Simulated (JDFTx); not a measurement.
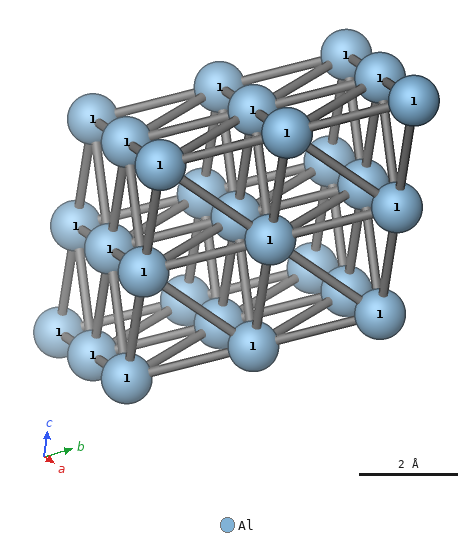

Fig. 1: The input geometry (ball-and-stick view of the cell of the calculation, repeated 2 × 2 × 2, seen slightly off an axis; atoms are numbered from 1 in the order of the input).

# Geometry relaxation of Al

The run: geometry relaxation of Al (Immm, 1 atom in the cell). Method and program: Kohn-Sham DFT of a periodic cell, PBEsol, PseudoDojo-SR-PBEsol-0.4.1-standard, no spin polarisation (JDFTx 1.7.0 (patched build)).

The structure derives from an entry of the Crystallography Open Database. It belongs to a series of runs on one base structure; here: relaxed cell strained by -0.01 in Voigt component 4.

Input file:
```
lattice \
    0.0000000000     3.7934900042     3.7934900042 \
    3.7745225542    -0.0189674500     3.7934900042 \
    3.7745225542     3.7934900042    -0.0189674500
coords-type Lattice
ion Al     0.0000000000     0.0000000000     0.0000000000 1

ion-species pseudo/Al.upf
elec-cutoff 20
elec-ex-corr gga-PBEsol
kpoint-folding 11 11 11
elec-smearing Fermi 0.0018374661
elec-n-bands 6
electronic-SCF nIterations 100 energyDiffThreshold 1e-10
electronic-minimize nIterations 30 energyDiffThreshold 1e-7
forces-output-coords Cartesian
ionic-minimize nIterations 20 energyDiffThreshold 1e-8 knormThreshold 2e-5

dump-name run.$VAR
dump End Ecomponents EigStats BandEigs Kpoints Forces Stress
```

Run on 1 thread of Arm Neoverse V2, 24 GiB of memory available, shared host.

Run as:
```bash
jdftx -c 1 -i Al.in -o Al.out
```

The program's output:
```
*************** JDFTx 1.7.0 (patched build) ***************

Input parsed successfully to the following command list (including defaults):
[... the input with its defaults ...]

---------- Setting up symmetries ----------

Found 8 point-group symmetries of the bravais lattice
Found 8 space-group symmetries with basis
Applied RMS atom displacement 0 bohrs to make symmetries exact.

---------- Initializing the Grid ----------
R =
[            0      3.79349      3.79349  ]
[      3.77452   -0.0189675      3.79349  ]
[      3.77452      3.79349   -0.0189675  ]
unit cell volume = 109.178
G =
[  -0.828154   0.832315   0.832315  ]
[   0.828154  -0.824033   0.824033  ]
[   0.828154   0.824033  -0.824033  ]
Minimum fftbox size, Smin = [  24  24  24  ]
Chosen fftbox size, S = [  24  24  24  ]

---------- Exchange Correlation functional ----------
Initalized PBEsol GGA exchange.
Initalized PBEsol GGA correlation.

---------- Setting up pseudopotentials ----------
Width of ionic core gaussian charges (only for fluid interactions / plotting) set to 0

Reading pseudopotential file 'pseudo/Al.upf':
  'Al' pseudopotential, 'PBESOL' functional
  Generated using ONCVPSP code by D. R. Hamann
  3 valence electrons, 2 orbitals, 6 projectors, 1001 radial grid points, with lMax = 2
    3S    l: 0   occupation:  2.0   eigenvalue: -0.283523
    3P    l: 1   occupation:  1.0   eigenvalue: -0.098840
  Core radius for overlap checks: 1.74 bohrs.

Initialized 1 species with 1 total atoms.

Folded 1 k-points by 11x11x11 to 1331 k-points.

---------- Setting up k-points, bands, fillings ----------
Reduced to 216 k-points under symmetry.
Computing the number of bands and number of electrons
Calculating initial fillings.
nElectrons:   3.000000   nBands: 6   nStates: 216

----- Setting up reduced wavefunction bases (one per k-point) -----
average nbasis = 466.396 , ideal nbasis = 466.418

---------- Setting up ewald sum ----------
Optimum gaussian width for ewald sums = 1.933381 bohr.
Real space sum over 2197 unit cells with max indices [  6  6  6  ]
Reciprocal space sum over 2197 terms with max indices [  6  6  6  ]

---------- Allocating electronic variables ----------
Initializing wave functions:  linear combination of atomic orbitals
Note: number of bands (6) exceeds available atomic orbitals (4)
Al pseudo-atom occupations:   s ( 2 )  p ( 1 )
	FillingsUpdate:  mu: +0.317854425  nElectrons: 3.000000
LCAOMinimize: Iter:   0  F: -2.0740184096649648  |grad|_K:  8.525e-05  alpha:  1.000e+00
	FillingsUpdate:  mu: +0.317887268  nElectrons: 3.000000
LCAOMinimize: Iter:   1  F: -2.0740455678585579  |grad|_K:  7.357e-07  alpha:  9.610e-01  linmin:  2.620e-02  cgtest: -2.250e-01
	FillingsUpdate:  mu: +0.317887280  nElectrons: 3.000000
LCAOMinimize: Iter:   2  F: -2.0740455698053522  |grad|_K:  1.674e-07  alpha:  9.739e-01  linmin: -6.788e-05  cgtest:  2.336e-01
LCAOMinimize: Encountered beta<0, resetting CG.
	FillingsUpdate:  mu: +0.317887212  nElectrons: 3.000000
LCAOMinimize: Iter:   3  F: -2.0740455699095586  |grad|_K:  1.288e-09  alpha:  9.579e-01  linmin: -1.402e-02  cgtest:  8.980e-02
LCAOMinimize: Encountered beta<0, resetting CG.
LCAOMinimize: Converged (|Delta F|<1.000000e-06 for 2 iters).

-------- Electronic minimization -----------
Will mix electronic density at each iteration.
	FillingsUpdate:  mu: +0.317887212  nElectrons: 3.000000
	FillingsUpdate:  mu: +0.297008158  nElectrons: 3.000000
SCF: Cycle:  0   F: -2.098942193629982   dF: -2.490e-02   |Residual|: 8.890e-03   |deigs|: 6.944e-01
	FillingsUpdate:  mu: +0.296773839  nElectrons: 3.000000
SCF: Cycle:  1   F: -2.099167860591876   dF: -2.257e-04   |Residual|: 5.115e-03   |deigs|: 1.176e-02
	FillingsUpdate:  mu: +0.296768748  nElectrons: 3.000000
SCF: Cycle:  2   F: -2.099183237200649   dF: -1.538e-05   |Residual|: 2.158e-04   |deigs|: 3.034e-03
	FillingsUpdate:  mu: +0.296767302  nElectrons: 3.000000
SCF: Cycle:  3   F: -2.099184515802867   dF: -1.279e-06   |Residual|: 1.120e-04   |deigs|: 1.099e-03
	FillingsUpdate:  mu: +0.296767328  nElectrons: 3.000000
SCF: Cycle:  4   F: -2.099184938825726   dF: -4.230e-07   |Residual|: 1.519e-05   |deigs|: 1.112e-03
	FillingsUpdate:  mu: +0.296767596  nElectrons: 3.000000
SCF: Cycle:  5   F: -2.099185017238379   dF: -7.841e-08   |Residual|: 7.959e-06   |deigs|: 4.343e-04
	FillingsUpdate:  mu: +0.296767841  nElectrons: 3.000000
SCF: Cycle:  6   F: -2.099185047147428   dF: -2.991e-08   |Residual|: 1.150e-06   |deigs|: 5.713e-04
	FillingsUpdate:  mu: +0.296767838  nElectrons: 3.000000
SCF: Cycle:  7   F: -2.099185052729295   dF: -5.582e-09   |Residual|: 1.446e-06   |deigs|: 4.326e-04
	FillingsUpdate:  mu: +0.296767888  nElectrons: 3.000000
SCF: Cycle:  8   F: -2.099185055324505   dF: -2.595e-09   |Residual|: 4.553e-07   |deigs|: 3.851e-04
	FillingsUpdate:  mu: +0.296767895  nElectrons: 3.000000
SCF: Cycle:  9   F: -2.099185055700674   dF: -3.762e-10   |Residual|: 1.995e-07   |deigs|: 1.849e-04
	FillingsUpdate:  mu: +0.296767901  nElectrons: 3.000000
SCF: Cycle: 10   F: -2.099185055888817   dF: -1.881e-10   |Residual|: 8.952e-08   |deigs|: 2.196e-04
	FillingsUpdate:  mu: +0.296767903  nElectrons: 3.000000
SCF: Cycle: 11   F: -2.099185055917268   dF: -2.845e-11   |Residual|: 3.318e-08   |deigs|: 9.987e-05
SCF: Converged (|Residual|<1.000000e-07 for 2 iters).

Setting wave functions to eigenvectors of Hamiltonian

# Stress tensor in Cartesian coordinates [Eh/a0^3]:
[  9.29704e-07            0            0  ]
[            0 -9.81883e-07  3.18901e-06  ]
[            0  3.18901e-06 -9.81883e-07  ]

# Ionic positions in lattice coordinates:
ion Al   0.000000000000000   0.000000000000000   0.000000000000000 1

# Forces in Cartesian coordinates:
force Al   0.000000000000000   0.000000000000000   0.000000000000000 1

# Energy components:
   Eewald =       -2.7193742243011059
       EH =        0.0036956046140303
     Eloc =        0.2017437882876792
      Enl =        0.4160281404778277
      Exc =       -1.0878002311951260
 Exc_core =        0.2212802442213474
       KE =        0.8653694687371291
-------------------------------------
     Etot =       -2.0990572091582185
       TS =        0.0001278467590502
-------------------------------------
        F =       -2.0991850559172684

IonicMinimize: Iter:   0  F: -2.099185055917268  |grad|_K:  0.000e+00
IonicMinimize: Converged (|grad|_K<2.000000e-05).

#--- Lowdin population analysis ---
# oxidation-state Al +0.045

Dumping 'run.eigStats' ...
	eMin: -0.117295 at state 0 ( [ +0.000000 +0.000000 +0.000000 ] spin 0 )
	HOMO: +0.296434 at state 106 ( [ +0.181818 -0.454545 -0.454545 ] spin 0 )
	mu  : +0.296768
	LUMO: +0.296772 at state 150 ( [ +0.363636 +0.000000 -0.454545 ] spin 0 )
	eMax: +1.001198 at state 28 ( [ +0.000000 +0.272727 -0.363636 ] spin 0 )
	HOMO-LUMO gap: +0.000338
	Optical gap  : +0.022144 at state 32 ( [ +0.000000 +0.363636 -0.454545 ] spin 0 )
Done!
```

Summary:

| quantity | value |
| --- | --- |
| outcome | converged |
| space group (tolerance 0.01 Å) | Immm (71) |
| electrons treated | 3 |
| free energy | −57.1217 eV |
| Fermi energy | 8.075 eV |
| gap on the k-point mesh | none (metallic) |
| pressure | 0.01 GPa |
| final volume | 16.18 Å³ |
| largest force (length of the vector) | under 0.001 eV/Å |
| wall time | 22 s |
| peak memory | 0.07 GiB |
